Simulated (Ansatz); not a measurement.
Density-of-states calculation, with input and output: Re (part 1 of 2)

System: Re (P-1, 2 atoms in the cell).
Method: DFT with HSE06, PAW plane waves, spin–orbit coupling (Ansatz 0.2.0).

The structure is a deliberately distorted cell. Figures and captions count atoms from 1; the log counts them from 0 in places.

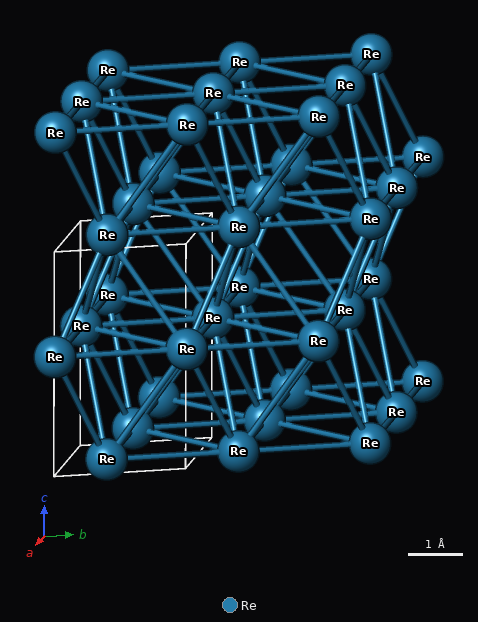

Fig. 1: The structure (ball-and-stick view of the cell of the calculation, repeated 3 × 3 × 2, seen slightly off an axis). Near neighbours in the crystal (not all of them lie inside the picture): Re has 12 Re at 2.56 to 2.71 Å.

**Input**
```yaml
crystal:
  lattice:
    - [2.632522, 0.014513, -0.014682]
    - [-1.303692, 2.248892, -0.01383]
    - [-0.023476, -0.03909, 4.287385]
  atoms:
    - { symbol: Re, position: [0.352529, 0.669775, 0.239145] }
    - { symbol: Re, position: [0.675224, 0.340251, 0.751011] }
kpoints:
  mp_grid: { grid: [5, 5, 3], shift: [0, 0, 0] }
magnetization:
  noncollinear: true
  spin_orbit: true
scf:
  occupations: { method: fermi_dirac }
hamiltonian:
  pseudopotentials: { kind: paw_fr }
  xc: hse06
basis:
  ecutwfc: 420
  fft_grid_basis: typed
output:
  forces: true
  stress: true
  eigenvalues: true
  bader: true
  populations: true
  elf: true
  write_potential: true
  volumetric_format: npy
  dos:
    e_range: [-12, 8]
    de: 0.05
    projected: { site_lists: { Re: [Re] } }
    method: { smearing: { sigma: 0.1, scheme: gaussian } }
  write_density: true
```

Machine: 2 threads of AMD EPYC (Zen 5), 16 GiB of memory available, shared host.

Launch command:
```bash
ansatz run input.yaml --threads 2 --pin off --max-ram 5120MiB --backend cpu --events-out ev --progress --plain --runs-dir out
```

**Output**
```
Warning: output.stress: scf.convergence.dr2_threshold = 1e-7 eV (the SCF's general default) is looser than the 2e-10 eV advised for a printed stress (1e-10 eV for each atom of the cell: 2). What an SCF threshold leaves in a stress goes as its square root, and in the free energy as the threshold itself, and one threshold admits the most on a small cell: of the crystals measured, under no hybrid functional and no lock of the moments, on runs that ended without the residual-converged pass, on stresses that held no estimate of that error, the worst erred by over 100 MPa in a component at 1e-7 eV an atom and by under 5 at 1e-10. Set scf.convergence.dr2_threshold to 2e-10 eV or tighter. The threshold is an SCF's pass mark: one that does not reach it within its budget of iterations ends unconverged, or closes short of it on a stop that the run arms, and scf.convergence.dr2_threshold's page says what that costs each kind of run
Warning: output.stress: scf.exx.energy_threshold = 1e-6 eV is looser than the 2e-8 eV advised for a stress under a hybrid functional (1e-8 eV for each atom of the cell: 2). Every SCF of the exchange loop can meet its threshold on dr2 while the loop round them stops early: no threshold on dr2 bounds what that leaves in the stress. Set scf.exx.energy_threshold to 2e-8 eV or tighter. The threshold is the loop's pass mark: a loop that does not reach it within its budget of cycles ends unconverged, and scf.exx.energy_threshold's page has the law
Engine: ansatz 0.2.0, x86_64-unknown-linux-gnu
Pseudopotentials: kind: paw_fr
Pseudopotential: Re, paw_fr, valence charge 15, recommended cutoff 420 eV (normal), Re.paw.azcp#standard-fr
Functional definition: HSE06
  parameter a = 0.25
  parameter omega = 0.11/bohr
  exchange = pbe_x - a*pbe_x_sr(omega) + a*exact_x_sr(omega)
  correlation = pbe_c
non-collinear run that drives no moment, with spin-orbit: no starting moment large enough to seed its density (crystal.atoms[].spin), no starting occupations that ask for one, no magnetisation constraint and no magnetic field, so the semilocal B_xc is pinned to zero
Crystal: 2 atoms, lattice volume = 25.461 Å³
Basis set: ecut = 420 eV, 527 PW (Γ), exchange–correlation on 36×36×60 points (8 copies of the dense FFT grid, shifted against one another)
Bands: 38, of which v1, the nominal top of the filled ones, is band 30 counted from 1 (29 counted from 0)
Symmetry: 2 space group operations + 2 with time reversal
Magnetic group: BNS 2.5 (UNI 5), of the structure as read, at distance tolerance 2.9e-5 Å
k-points: 38 of 75
Projection manifold: j_resolved (fully-relativistic pseudo-atomic orbitals)
Non-local potential: Re, projectors of the file, l = 0: 3, l = 1: 4, l = 2: 4, l = 3: 2
PAW form: soft (Blöchl's): semilocal exchange-correlation on the pseudo side does not see the compensation charge
PAW frozen core: Re, regenerated for the run's functional, and the local potential with it (the file was generated under x = pbe(κ = 0.804, μ = 0.2195149727645171), c = pbe(β = 0.06672455060314922))
PAW one-centre angular grid: Re, 590 points (default); XC on 96 Gauss nodes
Initial density: superposition of atomic densities (chi_scale 0.1, normalization cell)
Initial wavefunctions: pseudopotential atomic-orbital guess
Functional: x = pbe(κ = 0.804, μ = 0.2195149727645171), c = pbe(β = 0.06672455060314922), warm-up for x = pbe(κ = 0.804, μ = 0.2195149727645171) + 0.25 (exact − pbe) at short range (hse, ω = 0.20786987370883472 Å⁻¹), c = pbe(β = 0.06672455060314922); HSE06 as pw.x's `hse` composes it (authors' and Libxc's form: `xc: wpbeh`)
SCF iter   1: F=—  HF=-21789.292814 eV  |F-HF|=—  |Δ(HF+E_count)|=         —  Δρ=6.05e-2  dr2=7.98e-1  dr2_m=0.00e0 (ungated)  ethr=1.00e-1  |M|=0.00e0 ∫|m|=0.00e0 μB  |m|>n=0.0e0 m-floor=0.0e0 τ_xc=0.0e0  β_m=0.30  ⟨swp⟩=3.2  Hψ=4868  notcnv=0
preconditioner: auto → none  [metal: Δε(μ)=0.003 eV  Ē_g=7.583 eV  σ=0.100 eV  W_gap=0.01  n_scr=8 (ndim 8)  ℏωp=27.5 eV  f_vac=0.000  D(μ)=1.56/eV (n_scr^D=22)  sad-step TF]
SCF iter   2: F=—  HF=-21789.157199 eV  |F-HF|=—  |Δ(HF+E_count)|=   1.36e-1  Δρ=4.49e-2  dr2=4.38e-1  dr2_m=0.00e0 (ungated)  ethr=2.66e-3  |M|=0.00e0 ∫|m|=0.00e0 μB  |m|>n=0.0e0 m-floor=0.0e0 τ_xc=0.0e0  β_m=0.65  ⟨swp⟩=2.7  Hψ=2957  notcnv=0
iter 3 solved again at ethr=1.80e-5 eV; its pass at ethr=1.46e-3 eV (dr2=5.39e-3 eV) is discarded
SCF iter   3: F=—  HF=-21788.985821 eV  |F-HF|=—  |Δ(HF+E_count)|=   1.71e-1  Δρ=5.33e-3  dr2=5.68e-3  dr2_m=0.00e0 (ungated)  ethr=1.80e-5  |M|=0.00e0 ∫|m|=0.00e0 μB  |m|>n=0.0e0 m-floor=0.0e0 τ_xc=0.0e0  β_m=0.75  ⟨swp⟩=3.0  Hψ=6860  notcnv=0
SCF iter   4: F=—  HF=-21788.986808 eV  |F-HF|=—  |Δ(HF+E_count)|=   9.87e-4  Δρ=2.62e-3  dr2=5.28e-3  dr2_m=0.00e0 (ungated)  ethr=1.80e-5  |M|=0.00e0 ∫|m|=0.00e0 μB  |m|>n=0.0e0 m-floor=0.0e0 τ_xc=0.0e0  β_m=0.64  ⟨swp⟩=3.3  Hψ=3433  notcnv=0
SCF iter   5: F=—  HF=-21788.985625 eV  |F-HF|=—  |Δ(HF+E_count)|=   1.18e-3  Δρ=7.99e-4  dr2=1.35e-4  dr2_m=0.00e0 (ungated)  ethr=1.76e-5  |M|=0.00e0 ∫|m|=0.00e0 μB  |m|>n=0.0e0 m-floor=0.0e0 τ_xc=0.0e0  β_m=0.62  ⟨swp⟩=3.0  Hψ=3193  notcnv=0
SCF iter   6: F=—  HF=-21788.985578 eV  |F-HF|=—  |Δ(HF+E_count)|=   4.69e-5  Δρ=3.04e-4  dr2=1.56e-5  dr2_m=0.00e0 (ungated)  ethr=4.49e-7  |M|=0.00e0 ∫|m|=0.00e0 μB  |m|>n=0.0e0 m-floor=0.0e0 τ_xc=0.0e0  β_m=0.81  ⟨swp⟩=3.0  Hψ=3270  notcnv=0
SCF iter   7: F=—  HF=-21788.985572 eV  |F-HF|=—  |Δ(HF+E_count)|=   5.73e-6  Δρ=3.43e-5  dr2=2.11e-7  dr2_m=0.00e0 (ungated)  ethr=5.21e-8  |M|=0.00e0 ∫|m|=0.00e0 μB  |m|>n=0.0e0 m-floor=0.0e0 τ_xc=0.0e0  β_m=0.72  ⟨swp⟩=3.0  Hψ=3762  notcnv=0
SCF iter   8: F=—  HF=-21788.985572 eV  |F-HF|=—  |Δ(HF+E_count)|=   2.45e-9  Δρ=1.68e-5  dr2=2.36e-8  dr2_m=0.00e0 (ungated)  ethr=7.04e-10  |M|=0.00e0 ∫|m|=0.00e0 μB  |m|>n=0.0e0 m-floor=0.0e0 τ_xc=0.0e0  β_m=0.85  ⟨swp⟩=3.1  Hψ=3778  notcnv=0
SCF iter   9: F=-21788.985572 eV  HF=-21788.985572 eV  |F-HF|=5.60e-10  |Δ(HF+E_count)|=   7.49e-9  Δρ=2.01e-6  dr2=7.63e-10  dr2_m=0.00e0 (ungated)  ethr=7.85e-11  |M|=0.00e0 ∫|m|=0.00e0 μB  |m|>n=0.0e0 m-floor=0.0e0 τ_xc=0.0e0  ⟨swp⟩=2.2  Hψ=2639  notcnv=0
SCF 1 converged in 9 iterations: F = -21788.985572 eV  dr2 = 7.63e-10
  greatest PAW one-centre occupation: 1.000 electrons in one spin orbital (limit 2), on the Re atom at site 1 (counted from 0), in its partial waves of l = 0
Projection manifold: j_resolved (fully-relativistic pseudo-atomic orbitals)
Initial density: handed on by an earlier stage of this run
Initial wavefunctions: those handed on with the density
Functional: x = pbe(κ = 0.804, μ = 0.2195149727645171) + 0.25 (exact − pbe) at short range (hse, ω = 0.20786987370883472 Å⁻¹), c = pbe(β = 0.06672455060314922); HSE06 as pw.x's `hse` composes it (authors' and Libxc's form: `xc: wpbeh`)
Exchange kernel: α = 0.2500, screened, ω = 0.2079 Å⁻¹, Wigner–Seitz truncation, v(0) = 993.5157 eV·Å³, q-mesh 5×5×3, nearest image of the exchange supercell L = 12.86 Å, pair-density grid 16×16×30, without the augmentation charges, whose exchange is taken in its separable form by FFT convolution over the k-point mesh (the finest that the files' search goes to), smooth part of the exact exchange by density-matrix convolution
Frozen-core exchange: fock
iter 1 solved again at ethr=4.38e-5 eV; its pass at ethr=1.00e-1 eV (dr2=1.31e-2 eV) is discarded
SCF iter   1: F=—  HF=-21752.340150 eV  |F-HF|=—  |Δ(HF+E_count)|=         —  Δρ=8.97e-3  dr2=1.61e-2  dr2_m=0.00e0 (ungated)  ethr=4.38e-5  |M|=0.00e0 ∫|m|=0.00e0 μB  |m|>n=0.0e0 m-floor=0.0e0 τ_xc=0.0e0  β_m=0.30  ⟨swp⟩=3.7  Hψ=6562  notcnv=0
preconditioner: auto → none  [metal: Δε(μ)=0.077 eV  Ē_g=8.479 eV  σ=0.100 eV  W_gap=0.18  n_scr=8 (ndim 8)  ℏωp=27.5 eV  f_vac=0.000  D(μ)=1.30/eV (n_scr^D=10)]
SCF iter   2: F=—  HF=-21752.341727 eV  |F-HF|=—  |Δ(HF+E_count)|=   1.58e-3  Δρ=5.82e-3  dr2=6.11e-3  dr2_m=0.00e0 (ungated)  ethr=4.38e-5  |M|=0.00e0 ∫|m|=0.00e0 μB  |m|>n=0.0e0 m-floor=0.0e0 τ_xc=0.0e0  β_m=0.48  ⟨swp⟩=2.6  Hψ=2696  notcnv=0
SCF iter   3: F=—  HF=-21752.339808 eV  |F-HF|=—  |Δ(HF+E_count)|=   1.92e-3  Δρ=1.52e-3  dr2=4.12e-4  dr2_m=0.00e0 (ungated)  ethr=1.99e-5  |M|=0.00e0 ∫|m|=0.00e0 μB  |m|>n=0.0e0 m-floor=0.0e0 τ_xc=0.0e0  β_m=0.49  ⟨swp⟩=3.1  Hψ=4066  notcnv=0
SCF iter   4: F=—  HF=-21752.339712 eV  |F-HF|=—  |Δ(HF+E_count)|=   9.57e-5  Δρ=5.64e-4  dr2=2.10e-5  dr2_m=0.00e0 (ungated)  ethr=1.18e-6  |M|=0.00e0 ∫|m|=0.00e0 μB  |m|>n=0.0e0 m-floor=0.0e0 τ_xc=0.0e0  β_m=0.63  ⟨swp⟩=3.1  Hψ=3346  notcnv=0
SCF iter   5: F=—  HF=-21752.339707 eV  |F-HF|=—  |Δ(HF+E_count)|=   4.88e-6  Δρ=1.35e-4  dr2=5.68e-6  dr2_m=0.00e0 (ungated)  ethr=6.64e-8  |M|=0.00e0 ∫|m|=0.00e0 μB  |m|>n=0.0e0 m-floor=0.0e0 τ_xc=0.0e0  β_m=0.55  ⟨swp⟩=3.2  Hψ=3636  notcnv=0
SCF iter   6: F=-21752.339705 eV  HF=-21752.339705 eV  |F-HF|=1.06e-7  |Δ(HF+E_count)|=   1.86e-6  Δρ=3.77e-5  dr2=1.65e-7  dr2_m=0.00e0 (ungated)  ethr=1.84e-8  |M|=0.00e0 ∫|m|=0.00e0 μB  |m|>n=0.0e0 m-floor=0.0e0 τ_xc=0.0e0  ⟨swp⟩=3.1  Hψ=3331  notcnv=0
SCF 2 stopped early in 6 iterations: F = -21752.339705 eV  dr2 = 1.65e-7
  Residual-converged pass: ⟨swp⟩=3.0  Hψ=3639  notcnv=0  max |occ|·‖R‖ = 5.9e-6 eV (tolerance 6.7e-6 eV)  dr2=1.73e-7  dr2_m=0.00e0 (ungated)  dr2_onsite=1.12e-8  max |Δocc| = 2.5e-10
hybrid outer 1: dexx = +9.454e-3 eV, tail = 1.99e-5 eV
Projection manifold: j_resolved (fully-relativistic pseudo-atomic orbitals)
Exchange kernel: α = 0.2500, screened, ω = 0.2079 Å⁻¹, Wigner–Seitz truncation, v(0) = 993.5157 eV·Å³, q-mesh 5×5×3, nearest image of the exchange supercell L = 12.86 Å, pair-density grid 16×16×30, without the augmentation charges, whose exchange is taken in its separable form by FFT convolution over the k-point mesh (the finest that the files' search goes to), smooth part of the exact exchange by density-matrix convolution
Frozen-core exchange: fock
SCF iter   1: F=—  HF=-21752.339927 eV  |F-HF|=—  |Δ(HF+E_count)|=         —  Δρ=1.44e-4  dr2=1.33e-6  dr2_m=0.00e0 (ungated)  ethr=3.32e-7  |M|=0.00e0 ∫|m|=0.00e0 μB  |m|>n=0.0e0 m-floor=0.0e0 τ_xc=0.0e0  β_m=0.30  ⟨swp⟩=3.9  Hψ=3521  notcnv=0
preconditioner: auto → none  [metal: Δε(μ)=0.087 eV  Ē_g=8.461 eV  σ=0.100 eV  W_gap=0.21  n_scr=8 (ndim 8)  ℏωp=27.5 eV  f_vac=0.000  D(μ)=1.19/eV (n_scr^D=8)]
SCF iter   2: F=—  HF=-21752.339927 eV  |F-HF|=—  |Δ(HF+E_count)|=   1.64e-7  Δρ=1.03e-4  dr2=6.56e-7  dr2_m=0.00e0 (ungated)  ethr=4.37e-9  |M|=0.00e0 ∫|m|=0.00e0 μB  |m|>n=0.0e0 m-floor=0.0e0 τ_xc=0.0e0  β_m=0.63  ⟨swp⟩=3.2  Hψ=3369  notcnv=0
SCF iter   3: F=—  HF=-21752.339927 eV  |F-HF|=—  |Δ(HF+E_count)|=   3.66e-7  Δρ=1.45e-5  dr2=3.85e-8  dr2_m=0.00e0 (ungated)  ethr=2.18e-9  |M|=0.00e0 ∫|m|=0.00e0 μB  |m|>n=0.0e0 m-floor=0.0e0 τ_xc=0.0e0  β_m=0.60  ⟨swp⟩=3.2  Hψ=3225  notcnv=0
SCF iter   4: F=—  HF=-21752.339927 eV  |F-HF|=—  |Δ(HF+E_count)|=   1.01e-9  Δρ=5.45e-6  dr2=6.27e-9  dr2_m=0.00e0 (ungated)  ethr=1.12e-10  |M|=0.00e0 ∫|m|=0.00e0 μB  |m|>n=0.0e0 m-floor=0.0e0 τ_xc=0.0e0  β_m=0.55  ⟨swp⟩=4.0  Hψ=3780  notcnv=0
SCF iter   5: F=—  HF=-21752.339927 eV  |F-HF|=—  |Δ(HF+E_count)|=   1.19e-9  Δρ=3.30e-6  dr2=7.70e-10  dr2_m=0.00e0 (ungated)  ethr=1.91e-11  |M|=0.00e0 ∫|m|=0.00e0 μB  |m|>n=0.0e0 m-floor=0.0e0 τ_xc=0.0e0  β_m=0.68  ⟨swp⟩=3.5  Hψ=3448  notcnv=0  defer=4
SCF iter   6: F=-21752.339927 eV  HF=-21752.339927 eV  |F-HF|=8.73e-11  |Δ(HF+E_count)|=  3.27e-11  Δρ=1.25e-6  dr2=1.57e-10  dr2_m=0.00e0 (ungated)  ethr=2.32e-12  |M|=0.00e0 ∫|m|=0.00e0 μB  |m|>n=0.0e0 m-floor=0.0e0 τ_xc=0.0e0  ⟨swp⟩=3.6  Hψ=3204  notcnv=0  defer=2
SCF 3 converged in 6 iterations: F = -21752.339927 eV  dr2 = 1.57e-10
  Residual-converged pass: ⟨swp⟩=3.0  Hψ=3128  notcnv=0  max |occ|·‖R‖ = 2.4e-7 eV (tolerance 2.7e-7 eV)  dr2=1.64e-10  dr2_m=0.00e0 (ungated)  dr2_onsite=2.85e-11  max |Δocc| = 2.6e-13
```
